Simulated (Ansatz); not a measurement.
# zigzag GaN nanoribbon (N = 2, H edges): bands by functional and under strain

What gap, if any, does the zigzag GaN nanoribbon (N = 2, H edges) have, and how does it change with the functional and under strain?

Main program and level: Ansatz 0.2.0; DFT PBE, plane waves, PAW; relaxation of a wire's period, in the first sound run; inputs show where later runs differ.

## 1. The structure

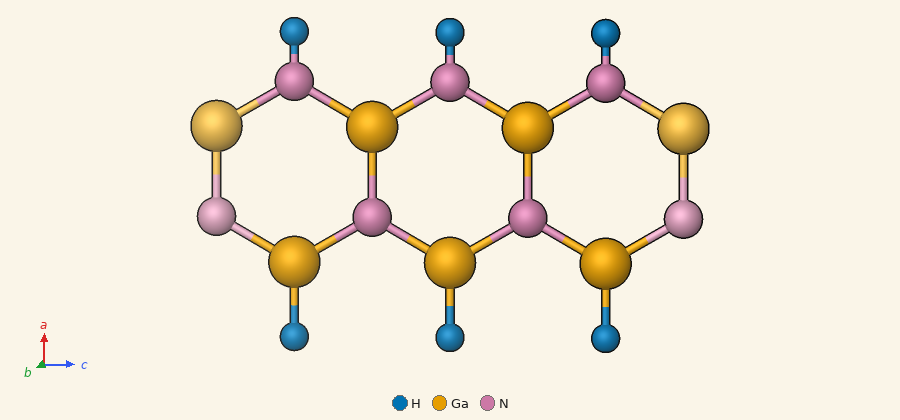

The cell as given, from the side, with the c axis across the page (hydrogen blue, gallium orange, nitrogen pink). 1×1×2 cells are drawn. Some periodic images of atoms are drawn too.

The cell holds 6 atoms: 2 H, 2 Ga and 2 N. Cell: a = 13.250 Å, b = 7.000 Å, c = 3.204 Å, α = 90.0°, β = 90.0°, γ = 90.0°. Vacuum lies along a and b. The structure's axis is c.

## 2. The relaxed wire

Band widths follow the bond lengths, so the wire is relaxed first. The atoms and the third cell vector are free; the box across stays fixed as vacuum. Moments are seeded so that a magnetic state can form if it lies lower. A Fermi-Dirac smearing is set since the result may be a metal. The pressure printed is a third of the stress's trace over the whole box, vacuum included; only the stress along the axis is relaxed.

Contents of input.yaml:

```yaml
crystal:
  lattice:
    - [13.25, 0.0, 0.0]
    - [0.0, 7.0, 0.0]
    - [0.0, 0.0, 3.204293994]
  atoms:
    - { symbol: H, position: [0.264150943, 0.5, 0.0] }
    - { symbol: Ga, position: [0.379622642, 0.5, 0.0], spin: 0.5 }
    - { symbol: "N", position: [0.658867925, 0.5, 0.0], spin: -0.5 }
    - { symbol: H, position: [0.735849057, 0.5, 0.0] }
    - { symbol: "N", position: [0.449433962, 0.5, 0.5] }
    - { symbol: Ga, position: [0.589056604, 0.5, 0.5] }
magnetization:
  spin_polarized: true
kpoints:
  mp_grid: { grid: [1, 1, 25] }
scf:
  occupations: { method: fermi_dirac, width: 0.05 }
hamiltonian:
  xc: pbe
relax:
  cell: { fix: [a, b, alpha, beta, gamma] }
  max_steps: 60
```

Started as:

```bash
$ ansatz run input.yaml --threads 8 --pin off --max-ram 16384MiB --backend cpu --events-out ev --progress --plain --runs-dir out
```

Numbers of over 12 decimals in the logs are rounded to 6 here.

Output:

```text
Engine: ansatz 0.2.0, x86_64-unknown-linux-gnu
Pseudopotentials: kind: paw
Pseudopotential: H, paw, valence charge 1, recommended cutoff 420 eV (normal), H.paw.azcp
Pseudopotential: Ga, paw, valence charge 13, recommended cutoff 420 eV (normal), Ga.paw.azcp
Pseudopotential: N, paw, valence charge 5, recommended cutoff 420 eV (normal), N.paw.azcp
Functional definition: PBE
  parameter kappa = 0.804
  parameter beta = 0.066725
  exchange = pbe_x(kappa = kappa, mu = beta*pi^2/3)
  correlation = pbe_c(beta = beta)
Crystal: 6 atoms, lattice volume = 297.198 Å³
Basis set: ecut = 420 eV, 5817 PW (Γ), exchange–correlation on 180×96×48 points (8 copies of the dense FFT grid, shifted against one another)
Bands: 26, of which v1, the nominal top of the filled ones, is band 19 counted from 1 (18 counted from 0)
Symmetry: 4 space group operations
Space group: Pmm2 (ITA 25), of the structure as read, at distance tolerance 6.7e-5 Å
Magnetic group: BNS 25.57 (UNI 155), of the structure as read, at distance tolerance 6.7e-5 Å
k-points: 13 of 25
Non-local potential: H, projectors of the file, l = 0: 2, l = 1: 1
Non-local potential: Ga, projectors of the file, l = 0: 2, l = 1: 2, l = 2: 3, l = 3: 1
Non-local potential: N, projectors of the file, l = 0: 2, l = 1: 2, l = 2: 1
PAW form: soft (Blöchl's): semilocal exchange-correlation on the pseudo side does not see the compensation charge
PAW one-centre angular grid: H, 110 points (default); XC on 64 Gauss nodes
PAW one-centre angular grid: Ga, 590 points (default); XC on 64 Gauss nodes
PAW one-centre angular grid: N, 110 points (default); XC on 64 Gauss nodes
Initial density: superposition of atomic densities (neutral atoms: chi_scale 0, normalization atom)
Starting moments: Σ|m| = 1 μB on 2 of 6 sites
Starting magnetic order: compensated ferrimagnet; no operation exchanges its spin sublattices
Initial wavefunctions: pseudopotential atomic-orbital guess
Functional: x = pbe(κ = 0.804, μ = 0.219515), c = pbe(β = 0.066725)
SCF iter   1: F=—  HF=-8372.306816 eV  |F-HF|=—  |Δ(HF+E_count)|=         —  Δρ=4.36e-2 (↑4.36e-2 ↓3.75e-2)  dr2=2.22e1  dr2_m=6.06e-1  M=0.000 μB ∫|m|=0.130 μB  β_m=0.30  ethr=3.10e-3  ⟨swp⟩=7.5  Hψ=3585  notcnv=0
preconditioner: auto → Resta (q_TF=auto, 1.936 Å⁻¹)  ε∞=1.7  [insulator: Δε(μ)=5.245 eV  Ē_g=15.964 eV  σ=0.050 eV  W_gap=1.00  n_scr=28 (ndim 8)  ℏωp=13.3 eV  f_vac=0.622  D(μ)=0.00/eV (n_scr^D=0)  ε∞_Penn≈1.7  vacuum switching on, ρ_ref=1.8e-2 e/Å³]
spin=Collinear: Resta preconditioning applied to the charge; magnetization (m = ρ↑ − ρ↓) channel mixes plain (no charge-response kernel on spin).
SCF iter   2: F=—  HF=-8366.581913 eV  |F-HF|=—  |Δ(HF+E_count)|=    5.72e0  Δρ=1.70e-2 (↑1.70e-2 ↓1.65e-2)  dr2=2.20e0  dr2_m=3.04e-1  M=0.000 μB ∫|m|=0.117 μB  β_m=0.30  ethr=3.10e-3  ⟨swp⟩=3.3  Hψ=1828  notcnv=0  defer=35
SCF iter   3: F=—  HF=-8366.110389 eV  |F-HF|=—  |Δ(HF+E_count)|=   4.72e-1  Δρ=1.21e-2 (↑1.02e-2 ↓1.21e-2)  dr2=5.03e-1  dr2_m=1.54e-1  M=-0.000 μB ∫|m|=0.097 μB  β_m=0.30  ethr=3.10e-3  ⟨swp⟩=2.4  Hψ=1187  notcnv=0  defer=36
SCF iter   4: F=—  HF=-8366.002466 eV  |F-HF|=—  |Δ(HF+E_count)|=   1.08e-1  Δρ=5.66e-3 (↑5.66e-3 ↓5.61e-3)  dr2=4.25e-2  dr2_m=7.82e-2  M=-0.000 μB ∫|m|=0.077 μB  β_m=0.30  ethr=1.32e-3  ⟨swp⟩=2.8  Hψ=1012  notcnv=0  defer=34
SCF iter   5: F=—  HF=-8366.004033 eV  |F-HF|=—  |Δ(HF+E_count)|=   1.57e-3  Δρ=4.06e-3 (↑3.79e-3 ↓4.06e-3)  dr2=5.62e-3  dr2_m=4.01e-2  M=-0.000 μB ∫|m|=0.062 μB  β_m=0.30  ethr=1.12e-4  ⟨swp⟩=2.8  Hψ=1293  notcnv=0  defer=36
SCF iter   6: F=—  HF=-8366.008118 eV  |F-HF|=—  |Δ(HF+E_count)|=   4.08e-3  Δρ=2.77e-3 (↑2.77e-3 ↓2.77e-3)  dr2=7.08e-4  dr2_m=2.07e-2  M=-0.000 μB ∫|m|=0.050 μB  β_m=0.30  ethr=1.48e-5  ⟨swp⟩=2.3  Hψ=1197  notcnv=0  defer=36
Mixer restart at iter 6: flushing history
spin-set hold released at iteration 6 (site moments contracting): the magnetisation degrees of freedom join the quasi-Newton model from the next iteration; the mixer history was flushed
SCF iter   7: F=—  HF=-8366.010333 eV  |F-HF|=—  |Δ(HF+E_count)|=   2.21e-3  Δρ=2.03e-3 (↑1.98e-3 ↓2.03e-3)  dr2=2.32e-4  dr2_m=1.08e-2  M=-0.000 μB ∫|m|=0.040 μB  β_m=0.65  ethr=1.86e-6  ⟨swp⟩=2.0  Hψ=954  notcnv=0  defer=36
SCF iter   8: F=—  HF=-8366.013486 eV  |F-HF|=—  |Δ(HF+E_count)|=   3.15e-3  Δρ=3.93e-4 (↑3.93e-4 ↓1.80e-4)  dr2=8.31e-4  dr2_m=8.53e-5  M=-0.000 μB ∫|m|=0.009 μB  β_m=0.54  ethr=6.11e-7  ⟨swp⟩=3.0  Hψ=1272  notcnv=0  defer=36
SCF iter   9: F=—  HF=-8366.013316 eV  |F-HF|=—  |Δ(HF+E_count)|=   1.70e-4  Δρ=1.49e-4 (↑1.33e-4 ↓1.49e-4)  dr2=9.88e-6  dr2_m=5.23e-5  M=-0.000 μB ∫|m|=0.007 μB  β_m=0.77  ethr=6.11e-7  ⟨swp⟩=2.2  Hψ=1143  notcnv=0  defer=36
SCF iter  10: F=—  HF=-8366.013436 eV  |F-HF|=—  |Δ(HF+E_count)|=   1.20e-4  Δρ=8.11e-5 (↑4.12e-5 ↓8.11e-5)  dr2=2.54e-5  dr2_m=6.34e-6  M=0.000 μB ∫|m|=0.002 μB  β_m=0.74  ethr=2.60e-8  ⟨swp⟩=3.0  Hψ=1272  notcnv=0  defer=36
SCF iter  11: F=—  HF=-8366.013438 eV  |F-HF|=—  |Δ(HF+E_count)|=   1.91e-6  Δρ=4.59e-5 (↑4.59e-5 ↓2.40e-5)  dr2=1.52e-5  dr2_m=7.77e-7  M=-0.000 μB ∫|m|=0.001 μB  β_m=0.58  ethr=2.60e-8  ⟨swp⟩=2.7  Hψ=1196  notcnv=0  defer=36
SCF iter  12: F=—  HF=-8366.013435 eV  |F-HF|=—  |Δ(HF+E_count)|=   2.31e-6  Δρ=1.81e-5 (↑1.81e-5 ↓8.66e-6)  dr2=1.73e-6  dr2_m=1.65e-7  M=0.000 μB ∫|m|=0.000 μB  β_m=0.53  ethr=2.60e-8  ⟨swp⟩=2.0  Hψ=835  notcnv=0  defer=36
SCF iter  13: F=—  HF=-8366.013435 eV  |F-HF|=—  |Δ(HF+E_count)|=   4.88e-7  Δρ=5.14e-6 (↑5.14e-6 ↓2.09e-6)  dr2=1.29e-7  dr2_m=1.55e-8  M=0.000 μB ∫|m|=0.000 μB  β_m=0.68  ethr=4.56e-9  ⟨swp⟩=2.0  Hψ=1046  notcnv=0  defer=36
SCF iter  14: F=—  HF=-8366.013435 eV  |F-HF|=—  |Δ(HF+E_count)|=   1.74e-8  Δρ=6.45e-7 (↑6.45e-7 ↓4.84e-7)  dr2=2.94e-9  dr2_m=4.16e-10  M=0.000 μB ∫|m|=0.000 μB  β_m=0.64  ethr=2.63e-10  ⟨swp⟩=4.3  Hψ=2122  notcnv=0
SCF iter  15: F=-8366.013435 eV  HF=-8366.013435 eV  |F-HF|=3.64e-12  |Δ(HF+E_count)|=  4.29e-10  Δρ=1.34e-7 (↑8.72e-8 ↓1.34e-7)  dr2=5.10e-11  dr2_m=1.62e-11  M=0.000 μB ∫|m|=0.000 μB  ethr=7.74e-12  ⟨swp⟩=3.2  Hψ=1712  notcnv=0
WARN: the starting moments were not kept: the SCF closed with an absolute magnetisation of 3.9e-6 μB, where they sum to 1 μB in size (2 sites). That is at most 0.1 of that sum. Measured as dr2_m measures the in/out step, that magnetisation stands 2.4e-12 eV from none, at or under the dr2_threshold of 1.0e-7 eV: it is no larger than a step whose dr2_m would equal this threshold. The system may hold no moment; this SCF [...]
SCF 1 converged in 15 iterations: F = -8366.013435 eV  dr2 = 5.10e-11
[...]
iter 7 did not close the SCF: its close was put off for a magnetic moment that had not settled (scf_convergence_deferred on its scf_iter line)
SCF iter   7: F=-8366.039093 eV  HF=-8366.039093 eV  |F-HF|=1.98e-10  |Δ(HF+E_count)|=   1.50e-8  Δρ=1.39e-6 (↑1.36e-6 ↓1.39e-6)  dr2=1.20e-8  dr2_m=1.28e-9  M=0.000 μB ∫|m|=0.000 μB  β_m=0.56  ethr=2.80e-10  ⟨swp⟩=2.0  Hψ=2070  notcnv=0
SCF iter   8: F=-8366.039093 eV  HF=-8366.039093 eV  |F-HF|=1.55e-10  |Δ(HF+E_count)|=   4.92e-9  Δρ=5.05e-7 (↑4.65e-7 ↓5.05e-7)  dr2=1.12e-9  dr2_m=1.87e-10  M=0.000 μB ∫|m|=0.000 μB  ethr=3.15e-11  ⟨swp⟩=1.0  Hψ=1941  notcnv=0
the starting moments were not kept: the SCF closed with an absolute magnetisation of 7.4e-6 μB, where they sum to 1 μB in size (2 sites). That is at most 0.1 of that sum. Measured as dr2_m measures the in/out step, that magnetisation stands 1.2e-11 eV from none, at or under the dr2_threshold of 6.0e-7 eV: it is no larger than a step whose dr2_m would equal this threshold.
SCF 3 converged in 8 iterations: F = -8366.039093 eV  dr2 = 1.12e-9
relax step   3: F+E_penalty+E_count = -8366.03909285 eV  Δ(F+E_penalty+E_count) = -3.965e-3 eV  max|allowed force component| = 1.511e-2 eV/Å  Δτ_max = 0.0126 Å  P = +0.056 GPa  Ω = 298.347 Å³  energy of the carried Pulay correction = -6.283e-4 eV  fix = [a, b, alpha, beta, gamma]  reactions: a +0.002, b +0.143 GPa  (8 SCF iters, dr2 threshold 6.00e-7 eV, accepted)
[...]
relax step   4: F+E_penalty+E_count = -8366.03905495 eV  Δ(F+E_penalty+E_count) = +3.790e-5 eV  max|allowed force component| = 4.186e-3 eV/Å  Δτ_max = 0.0007 Å  P = +0.047 GPa  Ω = 298.444 Å³  energy of the carried Pulay correction = -6.812e-4 eV  fix = [a, b, alpha, beta, gamma]  reactions: a -0.001, b +0.142 GPa  (7 SCF iters, dr2 threshold 1.43e-8 eV, accepted)
Initial wavefunctions: pseudopotential atomic-orbital guess (no wavefunctions were taken with the density)
iter 1 solved again at ethr=2.53e-7 eV; its pass at ethr=3.10e-3 eV (dr2=9.63e-5 eV) is discarded
SCF iter   1: F=—  HF=-8366.037261 eV  |F-HF|=—  |Δ(HF+E_count)|=         —  Δρ=4.34e-5 (↑4.34e-5 ↓4.34e-5)  dr2=5.74e-7  dr2_m=5.58e-12  M=0.000 μB ∫|m|=0.000 μB  β_m=0.30  ethr=2.53e-7  ⟨swp⟩=3.0  Hψ=5188  notcnv=0
preconditioner: auto → Resta (q_TF=auto, 1.935 Å⁻¹)  ε∞=1.8  [insulator: Δε(μ)=3.059 eV  Ē_g=15.043 eV  σ=0.050 eV  W_gap=1.00  n_scr=28 (ndim 8)  ℏωp=13.3 eV  f_vac=0.684  D(μ)=0.00/eV (n_scr^D=0)  ε∞_Penn≈1.8  vacuum switching on, ρ_ref=1.6e-2 e/Å³]
spin=Collinear: Resta preconditioning applied to the charge; magnetization (m = ρ↑ − ρ↓) channel mixes plain (no charge-response kernel on spin).
SCF iter   2: F=—  HF=-8366.038345 eV  |F-HF|=—  |Δ(HF+E_count)|=   1.08e-3  Δρ=3.04e-5 (↑3.04e-5 ↓3.04e-5)  dr2=2.57e-7  dr2_m=3.20e-12  M=0.000 μB ∫|m|=0.000 μB  β_m=0.55  ethr=1.51e-9  ⟨swp⟩=2.0  Hψ=1140  notcnv=0
SCF iter   3: F=—  HF=-8366.039668 eV  |F-HF|=—  |Δ(HF+E_count)|=   1.32e-3  Δρ=6.50e-6 (↑6.50e-6 ↓6.49e-6)  dr2=5.24e-8  dr2_m=4.31e-13  M=0.000 μB ∫|m|=0.000 μB  β_m=0.50  ethr=6.76e-10  ⟨swp⟩=3.0  Hψ=1376  notcnv=0
SCF iter   4: F=—  HF=-8366.039773 eV  |F-HF|=—  |Δ(HF+E_count)|=   1.05e-4  Δρ=9.12e-7 (↑9.12e-7 ↓9.12e-7)  dr2=6.46e-9  dr2_m=1.08e-13  M=0.000 μB ∫|m|=0.000 μB  β_m=0.68  ethr=1.38e-10  ⟨swp⟩=3.8  Hψ=1362  notcnv=0
SCF iter   5: F=—  HF=-8366.039776 eV  |F-HF|=—  |Δ(HF+E_count)|=   3.02e-6  Δρ=5.10e-7 (↑5.10e-7 ↓5.08e-7)  dr2=2.51e-9  dr2_m=2.72e-14  M=0.000 μB ∫|m|=0.000 μB  β_m=0.67  ethr=1.70e-11  ⟨swp⟩=2.6  Hψ=928  notcnv=0
SCF iter   6: F=—  HF=-8366.039770 eV  |F-HF|=—  |Δ(HF+E_count)|=   5.54e-6  Δρ=1.62e-7 (↑1.62e-7 ↓1.62e-7)  dr2=3.91e-10  dr2_m=4.84e-15  M=0.000 μB ∫|m|=0.000 μB  β_m=0.63  ethr=6.60e-12  ⟨swp⟩=3.0  Hψ=1350  notcnv=0
SCF iter   7: F=-8366.039771 eV  HF=-8366.039771 eV  |F-HF|=7.77e-10  |Δ(HF+E_count)|=   5.59e-8  Δρ=5.59e-8 (↑5.55e-8 ↓5.59e-8)  dr2=5.09e-11  dr2_m=2.97e-15  M=0.000 μB ∫|m|=0.000 μB  ethr=1.00e-12  ⟨swp⟩=3.1  Hψ=2626  notcnv=0
the starting moments were not kept: the SCF closed with an absolute magnetisation of 6.1e-8 μB, where they sum to 1 μB in size (2 sites). That is at most 0.1 of that sum. Measured as dr2_m measures the in/out step, that magnetisation stands 6.5e-16 eV from none, at or under the dr2_threshold of 6.0e-11 eV: it is no larger than a step whose dr2_m would equal this threshold.
SCF 5 converged in 7 iterations: F = -8366.039771 eV  dr2 = 5.09e-11
relax step   5: F+E_penalty+E_count = -8366.03977050 eV  Δ(F+E_penalty+E_count) = -7.156e-4 eV  max|allowed force component| = 4.035e-3 eV/Å  Δτ_max = 0.0000 Å  P = +0.049 GPa  Ω = 298.444 Å³  fix = [a, b, alpha, beta, gamma]  reactions: a -0.004, b +0.151 GPa  stress off target by 9.28e-4 GPa on what of the cell is left free  SCF on the basis re-selected at this cell (its energy is not comparable with the rows above)  (7 SCF iters)
basis re-selected at this cell: Δ(F+E_penalty+E_count) = -7.156e-4 eV, ΔP = +0.003 GPa vs the last step (what re-selecting the basis moved, of the pressure what is left beyond the Pulay correction that the steps carried, after the strain that the cell walked since its last selection, with what the two solves' SCF thresholds leave and, on support functions, any second-order correction that the steps lacked; it is no m [...]
SCF converged after 7 iterations
Magnetization: 0.0000 μB (19.0000 up, 19.0000 down)
Absolute magnetization: 0.0000 μB (∫|ρ↑−ρ↓|, with the PAW one-centre terms)
Spin contamination: 0.0000 ħ² per cell (⟨S²⟩ above its minimum at these occupations)
Per-site moments (μB) at R_I (Å): [(1.003766563994103e-8, 0.642043), (2.405150620218814e-10, 0.642043), (3.278843978137173e-9, 0.419541), (-1.2329032427198198e-9, 0.419541), (-7.345340241405769e-9, 0.765573), (-3.6594803752862444e-10, 0.754872)]
Free energy (F): -8366.039771 eV
Harris-Foulkes:  -8366.039771 eV  (|F-HF|=7.77e-10)
Internal energy: -8366.039771 eV  (E = F + TS)
E sigma→0 (E₀):  -8366.039771 eV
Fermi energy:    -1.476580 eV
--- Per-component energies (eV) ---
  E_band       = -473.111301
  E_kinetic    = 516.794800
  E_local      = -12278.927665  (includes V_loc(G=0)·N_el)
  E_nonlocal   = 947.255116
  E_hartree    = 5747.879661
  E_xc         = -273.023266
  E_vxc        = -287.415204  (∫ρ·V_xc dr)
  E_paw        = -4236.318355  (= ΣΔE_a)
  E_vpaw       = -866.574809  (= ΣTr[D̂ρ^β])
  E_aug_tail   = -0.002597  (compensation charges beyond the density's cutoff)
  E_ewald      = 1210.302535
  E_smearing   = -0.000000  (= −TS)
  E_closure    = 0.000000  (closes the sum)
  Σ components = -8366.039771   (vs F -8366.039771, Δ=0.00e0)
--- Forces (eV/Å), atoms counted from 1 ---
  atom   1  H      0.00039981    -0.00000000     0.00000000
  atom   2  Ga     0.00008571    -0.00000000     0.00000000
  atom   3  N     -0.00296531     0.00000000     0.00000000
  atom   4  H      0.00314000    -0.00000000     0.00000000
  atom   5  N     -0.00403388     0.00000000     0.00000000
  atom   6  Ga     0.00337757    -0.00000000     0.00000000
  max |Σ_I F_I| component: 3.90e-6 eV/Å
--- Stress (GPa, compression-positive) ---
       -0.003992      -0.000000       0.000000
       -0.000000       0.151295       0.000000
        0.000000       0.000000       0.000928
  P = ⅓ Tr σ = 0.0494 GPa (0.494 kbar)
--- Relaxed structure (4 steps of the walk, 4 accepted, 1 SCFs on fresh bases) ---
  F+E_penalty+E_count = -8366.03977050 eV   max|allowed force component| = 4.035e-3 eV/Å   (the final SCF, on the basis selected at the relaxed cell)
  cell:  # Å, volume = 298.4443 Å³
    - [13.25, 0.0, 0.0]
    - [0.0, 7.0, 0.0]
    - [0.0, 0.0, 3.217729]
  atoms:
    - { symbol: H, position: [0.263022, 0.500000, 0.0] }
    - { symbol: Ga, position: [0.380492, 0.500000, 0.0] }
    - { symbol: N, position: [0.657101, 0.500000, 0.0] }
    - { symbol: H, position: [0.733861, 0.500000, 0.0] }
    - { symbol: N, position: [0.451217, 0.500000, 0.5] }
    - { symbol: Ga, position: [0.591288, 0.500000, 0.5] }
```

Wall time 5.1 s (8 threads of AMD EPYC 9R45, shared host); peak memory 0.88 GiB.

The steps of the relaxation:

```
step  energy less that of the first step (eV)  largest force component (eV/Å)  pressure (GPa)  volume (Å³)
   1                                   0.0000                          0.8033            0.07       297.20
   2                                  -0.0217                          0.3684            0.04       298.02
   3                                  -0.0257                          0.0151            0.06       298.35
   4                                  -0.0256                          0.0042            0.05       298.44
  5*                                  -0.0263                          0.0040            0.05       298.44
```

Relaxation steps marked * repeat the geometry before them on a plane-wave basis chosen anew for their cell, so energy and pressure can jump there.

The run keeps the 4 symmetry operations that it works with, so distortions that break them were not tested.

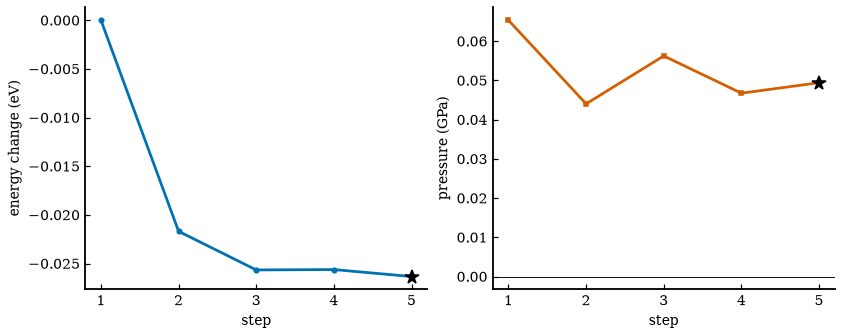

Energy and pressure along the relaxation. Stars mark steps on a basis chosen anew.

```
cell as run  before  after  change
      c (Å)   3.204  3.218  +0.4 %
```

The atoms that moved most (Å, along periodic axes as changes of fractional coordinates times the final cell, across vacuum about the mean position):

```
atom      dx     dy     dz  length
 Ga6   0.030  0.000  0.000   0.030
  H4  -0.026  0.000  0.000   0.026
  N5   0.024  0.000  0.000   0.024
  N3  -0.023  0.000  0.000   0.023
  H1  -0.015  0.000  0.000   0.015
 Ga2   0.012  0.000  0.000   0.012
```

Final coordinates:

```xyz
6
Lattice="13.2500 0.0000 0.0000 0.0000 7.0000 0.0000 0.0000 0.0000 3.2177" Properties=species:S:1:pos:R:3
H     3.4850    3.5000    0.0000
Ga    5.0415    3.5000    0.0000
N     8.7066    3.5000    0.0000
H     9.7237    3.5000    0.0000
N     5.9786    3.5000    1.6089
Ga    7.8346    3.5000    1.6089
```

This step gave:

```yaml
cell_length_along_the_wire: 3.218 Å
```

The cell's length comes to 3.218 Å with no moment.

[end of part 1 of 4]

[Logs are printed without paths, hosts, clocks, repeated set-up lines and the standing remarks that a program may print on its own settings, such as how far it seeks lower states.]

[Hosts, paths, dates, database ids (printed as entryN), source tags and the programs' standing remarks are cut or masked in the printed files.]
